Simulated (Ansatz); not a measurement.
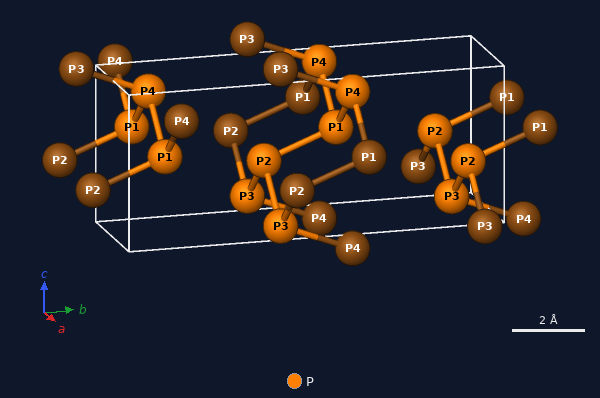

Fig. 1: The input geometry of run A (ball-and-stick view of the cell 2 times as large as that of the calculation, set on its symmetry axes, seen slightly off an axis; neighbours outside the cell are drawn fainter; atoms are numbered from 1 in the order of the input).

## P: a changed input and its effect

System: P (Cmce, 4 atoms in the cell).
Method of run A: Kohn-Sham DFT of a periodic cell, revPBE, Ansatz PAW, no spin polarisation (Ansatz 0.2.0).

The structure derives from a Materials Project entry. Text and figures count atoms from 1; the logs count them from 0 in places.

### Input file, run A
```yaml
crystal:
  lattice:
    - [1.6477431241, -5.4650377251, 0.0]
    - [1.6477431241, 5.4650377251, 0.0]
    - [0.0, 0.0, 4.54363559]
  atoms:
    - { symbol: P, position: [0.90414313, 0.09585687, 0.58881517] }
    - { symbol: P, position: [0.09585687, 0.90414313, 0.41118483] }
    - { symbol: P, position: [0.59585687, 0.40414313, 0.08881517] }
    - { symbol: P, position: [0.40414313, 0.59585687, 0.91118483] }
hamiltonian:
  xc: revpbe
  pseudopotentials: { kind: paw }
kpoints:
  mp_grid: { grid: [8, 8, 6] }
scf:
  occupations: { method: fermi_dirac, width: 0.05 }
output:
  forces: true
  stress: true
relax:
  f_tol: 0.01
  max_steps: 40
  cell: { stress_tol: 0.05 }
```

Command:
```bash
ansatz run input.yaml --threads 2 --pin off --max-ram 5120MiB --backend cpu --events-out ev --progress --plain --runs-dir out
```

Hardware: 2 threads of AMD EPYC (Zen 3), 189 GiB of memory available, shared host.

### Output, shortened to warnings, some set-up lines, iterations and results (run A)
```
Basis set: ecut = 420 eV, 1649 PW (Γ), exchange–correlation on 80×80×64 points (8 copies of the dense FFT grid, shifted against one another)
Symmetry: 8 space group operations
k-points: 84 of 384
Initial density: superposition of atomic densities (neutral atoms: chi_scale 0, normalization atom), corrected by the library's trained network
[...]
SCF iter   1: F=—  HF=-3031.984888 eV  |F-HF|=—  |Δ(HF+E_count)|=         —  Δρ=2.63e-3  dr2=4.07e-3  ethr=1.77e-3  ⟨swp⟩=7.5  Hψ=8716  notcnv=0
SCF iter   2: F=—  HF=-3031.984175 eV  |F-HF|=—  |Δ(HF+E_count)|=   7.14e-4  Δρ=1.12e-3  dr2=7.01e-4  ethr=2.04e-5  ⟨swp⟩=2.8  Hψ=3021  notcnv=0
SCF iter   3: F=—  HF=-3031.984244 eV  |F-HF|=—  |Δ(HF+E_count)|=   6.96e-5  Δρ=5.38e-4  dr2=1.63e-4  ethr=3.50e-6  ⟨swp⟩=2.1  Hψ=1770  notcnv=0
SCF iter   4: F=—  HF=-3031.984305 eV  |F-HF|=—  |Δ(HF+E_count)|=   6.07e-5  Δρ=1.75e-4  dr2=3.89e-5  ethr=8.13e-7  ⟨swp⟩=2.7  Hψ=2341  notcnv=0
SCF iter   5: F=—  HF=-3031.984303 eV  |F-HF|=—  |Δ(HF+E_count)|=   2.39e-6  Δρ=4.43e-5  dr2=1.61e-6  ethr=1.95e-7  ⟨swp⟩=2.0  Hψ=1782  notcnv=0
[... 157 lines ...]
SCF iter   4: F=—  HF=-3032.109657 eV  |F-HF|=—  |Δ(HF+E_count)|=  9.21e-10  Δρ=4.98e-7  dr2=4.65e-10  ethr=1.60e-11  ⟨swp⟩=2.7  Hψ=1990  notcnv=0
SCF iter   5: F=—  HF=-3032.109657 eV  |F-HF|=—  |Δ(HF+E_count)|=  6.96e-11  Δρ=2.88e-7  dr2=5.28e-11  ethr=2.32e-12  ⟨swp⟩=2.2  Hψ=1881  notcnv=0
SCF iter   6: F=-3032.109657 eV  HF=-3032.109657 eV  |F-HF|=1.36e-12  |Δ(HF+E_count)|=  1.39e-10  Δρ=3.67e-8  dr2=1.04e-12  ethr=1.00e-12  ⟨swp⟩=5.2  Hψ=4713  notcnv=0
SCF 22 converged in 6 iterations: F = -3032.109657 eV  dr2 = 1.04e-12
relax step  22: F+E_penalty+E_count = -3032.10965749 eV  Δ(F+E_penalty+E_count) = -7.256e-4 eV  max|allowed force component| = 3.764e-3 eV/Å  Δτ_max = 0.0000 Å  P = -0.001 …
basis re-selected at this cell: Δ(F+E_penalty+E_count) = -7.256e-4 eV, ΔP = +0.006 GPa vs the last step (what re-selecting the basis moved, of the pressure what is left beyond the Pulay correction that the steps carried, after the strain that the cell walked since its last selection, with what the …
SCF converged after 6 iterations
Free energy (F): -3032.109657 eV
Harris-Foulkes:  -3032.109657 eV  (|F-HF|=1.36e-12)
Internal energy: -3032.109654 eV  (E = F + TS)
E sigma→0 (E₀):  -3032.109656 eV
Entropy (-TS):   -0.000003 eV (-0.001 meV/atom)
Fermi energy:    3.129365 eV
--- Per-component energies (eV) ---
  E_band       = -68.606248
  E_kinetic    = 277.445867
  E_local      = -886.718722  (includes V_loc(G=0)·N_el)
  E_nonlocal   = 133.337016
  E_hartree    = 338.098304
  E_xc         = -244.189541
  E_vxc        = -240.041676  (∫ρ·V_xc dr)
  E_paw        = -2286.098228  (= ΣΔE_a)
  E_vpaw       = -28.825339  (= ΣTr[D̂ρ^β])
  E_aug_tail   = 0.000013  (compensation charges beyond the density's cutoff)
  E_ewald      = -363.890639
  E_core_change = -0.093725  (= ΣΔE_core)
  E_smearing   = -0.000003  (= −TS)
  E_closure    = 0.000000  (closes the sum)
  Σ components = -3032.109657   (vs F -3032.109657, Δ=0.00e0)
--- Forces (eV/Å), atoms counted from 1 ---
  atom   1  P      0.00000000    -0.00376425     0.00092413
  atom   2  P     -0.00000000     0.00376425    -0.00092413
  atom   3  P      0.00000000     0.00376425     0.00092413
  atom   4  P     -0.00000000    -0.00376425    -0.00092413
  max |Σ_I F_I| component: 4.34e-19 eV/Å
--- Stress (GPa, compression-positive) ---
       -0.001223       0.000000       0.000000
        0.000000       0.004220       0.000000
        0.000000       0.000000      -0.005588
  P = ⅓ Tr σ = -0.0009 GPa (-0.009 kbar)
--- Relaxed structure (18 steps of the walk, 18 accepted, 4 SCFs on fresh bases) ---
  F+E_penalty+E_count = -3032.10965749 eV   max|allowed force component| = 3.764e-3 eV/Å   (the final SCF, on the basis selected at the relaxed cell)
  cell:  # Å, volume = 120.9188 Å³
    - [1.6582906305182743, -7.713156376231221, -4.27365509480877e-18]
    - [1.6582906305182743, 7.713156376231221, -4.273655094808756e-18]
    - [-1.1784562231909797e-17, 5.593301699715199e-33, 4.726842744254167]
  atoms:
[...]
```

The input of run B differs as follows (lines with − go, lines with + come):
```diff
-  xc: revpbe
+  xc: lda
-  mp_grid: { grid: [8, 8, 6] }
+  mp_grid: { grid: [7, 7, 5] }
-relax:
-  f_tol: 0.01
-  max_steps: 40
-  cell: { stress_tol: 0.05 }
+elastic:
+  mode: relaxed_ion
+  stencil: two_point
```

How does run B compare with run A?

The total energies belong to different methods, so their difference says nothing on which is more stable or more accurate. The pressure goes from 0.00 to −2.77 GPa. The volume per atom goes from 30.23 to 20.46 Å³. The functional changes from revPBE to LDA. The irreducible k-points go from 84 to 48. On the same kind of shared host run B took about 1.7 times as long.

### Output, shortened to warnings, some set-up lines, iterations and results (run B)
```
Basis set: ecut = 420 eV, 1649 PW (Γ)
Symmetry: 8 space group operations
k-points: 48 of 245
Initial density: superposition of atomic densities (neutral atoms: chi_scale 0, normalization atom), corrected by the library's trained network
[...]
SCF iter   1: F=—  HF=-2903.691094 eV  |F-HF|=—  |Δ(HF+E_count)|=         —  Δρ=4.50e-3  dr2=9.55e-3  ethr=1.77e-3  ⟨swp⟩=7.8  Hψ=5139  notcnv=0
SCF iter   2: F=—  HF=-2903.690427 eV  |F-HF|=—  |Δ(HF+E_count)|=   6.67e-4  Δρ=2.15e-3  dr2=2.11e-3  ethr=4.77e-5  ⟨swp⟩=2.5  Hψ=1578  notcnv=0
SCF iter   3: F=—  HF=-2903.690492 eV  |F-HF|=—  |Δ(HF+E_count)|=   6.51e-5  Δρ=4.13e-4  dr2=2.58e-4  ethr=1.06e-5  ⟨swp⟩=2.8  Hψ=1143  notcnv=0
SCF iter   4: F=—  HF=-2903.690407 eV  |F-HF|=—  |Δ(HF+E_count)|=   8.56e-5  Δρ=8.42e-5  dr2=7.94e-6  ethr=1.29e-6  ⟨swp⟩=2.5  Hψ=1190  notcnv=0
SCF iter   5: F=—  HF=-2903.690406 eV  |F-HF|=—  |Δ(HF+E_count)|=   1.11e-6  Δρ=4.24e-5  dr2=2.16e-6  ethr=3.97e-8  ⟨swp⟩=2.8  Hψ=1292  notcnv=0
[... 592 lines ...]
SCF iter   3: F=-2903.694654 eV  HF=-2903.694654 eV  |F-HF|=0.00e0  |Δ(HF+E_count)|=  9.09e-13  Δρ=5.16e-11  dr2=1.57e-18  ethr=5.00e-16 (applied; sched 1.00e-12)  ⟨swp⟩=1.0  …
SCF iter   4: F=-2903.694654 eV  HF=-2903.694654 eV  |F-HF|=0.00e0  |Δ(HF+E_count)|=  9.09e-13  Δρ=3.72e-11  dr2=6.71e-19  ethr=5.00e-16 (applied; sched 1.00e-12)  ⟨swp⟩=1.0  …
SCF iter   5: F=-2903.694654 eV  HF=-2903.694654 eV  |F-HF|=4.55e-13  |Δ(HF+E_count)|=  4.55e-13  Δρ=1.83e-11  dr2=1.92e-19  ethr=5.00e-16 (applied; sched 1.00e-12)  …
SCF iter   6: F=-2903.694654 eV  HF=-2903.694654 eV  |F-HF|=9.09e-13  |Δ(HF+E_count)|=    0.00e0  Δρ=8.80e-12  dr2=4.36e-20  ethr=1.00e-12  ⟨swp⟩=1.9  Hψ=2687  notcnv=0
SCF 60 converged in 6 iterations: F = -2903.694654 eV  dr2 = 4.36e-20
SCF converged after 14 iterations
Free energy (F): -2903.694662 eV
Harris-Foulkes:  -2903.694662 eV  (|F-HF|=1.36e-12)
Internal energy: -2903.693158 eV  (E = F + TS)
E sigma→0 (E₀):  -2903.693910 eV
Entropy (-TS):   -0.001504 eV (-0.376 meV/atom)
Fermi energy:    6.657754 eV
--- Per-component energies (eV) ---
  E_band       = -2.872685
  E_kinetic    = 280.318499
  E_local      = -342.400523  (includes V_loc(G=0)·N_el)
  E_nonlocal   = 140.899959
  E_hartree    = 96.644388
  E_xc         = -243.380146
  E_vxc        = -241.816449  (∫ρ·V_xc dr)
  E_paw        = -2160.106061  (= ΣΔE_a)
  E_vpaw       = -33.162962  (= ΣTr[D̂ρ^β])
  E_aug_tail   = 0.000013  (compensation charges beyond the density's cutoff)
  E_ewald      = -676.138694
  E_core_change = 0.469406  (= ΣΔE_core)
  E_smearing   = -0.001504  (= −TS)
  E_closure    = 0.000000  (closes the sum)
  Σ components = -2903.694662   (vs F -2903.694662, Δ=0.00e0)
--- Forces (eV/Å), atoms counted from 1 ---
  atom   1  P      0.00000000    -0.00000000    -0.00000000
  atom   2  P     -0.00000000     0.00000000     0.00000000
  atom   3  P     -0.00000000     0.00000000    -0.00000000
  atom   4  P      0.00000000    -0.00000000     0.00000000
  max |Σ_I F_I| component: 1.08e-18 eV/Å
--- Stress (GPa, compression-positive) ---
       -2.966659       0.000000       0.000000
        0.000000      -2.191573      -0.000000
        0.000000      -0.000000      -3.150491
  P = ⅓ Tr σ = -2.7696 GPa (-27.696 kbar)
--- Elastic constants: 6 strain directions × 2 members + reference (group order 8) ---
  dense FFT box of the reference and of every strained cell: 40×40×32
  strains applied: 11, 22, 33, 23, 13, 12; error gains: componentwise 1.00 (the most a stress slope's error grows in a printed constant), spectral 1.00 (1 for all six strains in a standard setting)
  reference relaxed by the batch: 6 steps; max|allowed force component| 1.93e-1 eV/Å at the deck's positions, 2.40e-9 at the last accepted step, 2.44e-9 by the solve of record
  largest displacement 1.1e-2 Å; the constants are those of the deck's cell at these positions:
  atoms:
    - { symbol: P, position: [0.9036098766677607, 0.09639012333223912, 0.5866860692373846] }
    - { symbol: P, position: [0.09639012333223912, 0.9036098766677607, 0.4133139307626153] }
    - { symbol: P, position: [0.5963901233322391, 0.4036098766677608, 0.08668606923738469] }
    - { symbol: P, position: [0.4036098766677608, 0.5963901233322391, 0.913313930762615] }
  C = ∂σ_k/∂η_j (tension-positive GPa; Voigt order 11 22 33 23 13 12):
       178.439     -2.123     28.960     -0.000      0.000      0.000
        -1.338      9.332     -8.855      0.000     -0.000     -0.000
[...]
```

### The two runs side by side

| quantity | run A | run B |
| --- | --- | --- |
| outcome | converged | converged |
| free energy per atom (eV) | −758.0274 | −725.9237 |
| pressure (GPa) | 0.00 | −2.77 |
| volume per atom (Å³) | 30.23 | 20.46 |
| largest force (eV/Å) | 0.004 | 0.000 |
| SCF iterations | 123 | – |
| irreducible k-points | 84 | 48 |
| gap on the mesh (eV) | – | 0.16 |
| wall time (shared host) | 2.4 min | 4.1 min |

For run A: Points of doubt noted for this run: forces on files of another functional.
